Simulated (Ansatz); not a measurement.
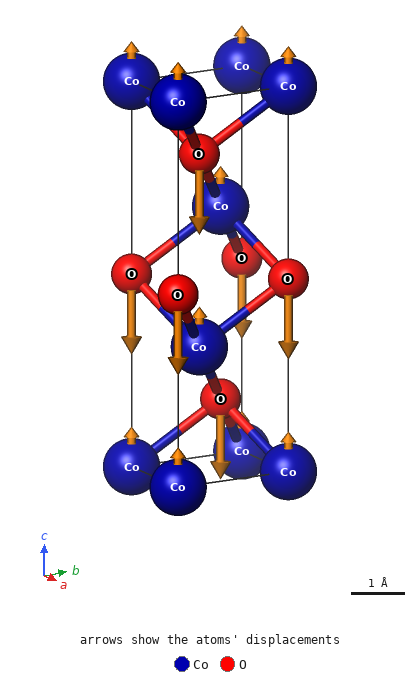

Normal modes of crystalline CoO, space group R-3m (No. 166), at the zone centre. The optical levels lie at 217, 300 (×2) cm⁻¹. One mode is drawn. The orange arrows give the relative displacements of the atoms. The picture is a ball-and-stick view of the conventional cell (3 times the calculation's cell), seen slightly off an axis. Lengths and directions refer to the drawn axes.

Computed with DFT PBE+U, scalar-relativistic, plane waves, PAW (Ansatz). Settings: plane-wave cutoff 420 eV; k-point mesh 12 × 12 × 12; occupations gaussian; smearing width 0.02 eV; U Co 3.32 eV; collinear spin.

Frequencies are those without the non-analytic (LO–TO) term.

To which level does it belong?

Answer. The level at 217 cm⁻¹. This is the A₂u mode, the lowest optical level, infrared-active by symmetry. The O sublattice moves against the Co sublattice, along c; the kinetic energy is shared as O 79 %, Co 21 %. Its infrared intensity is 12 (D/Å)²/amu.
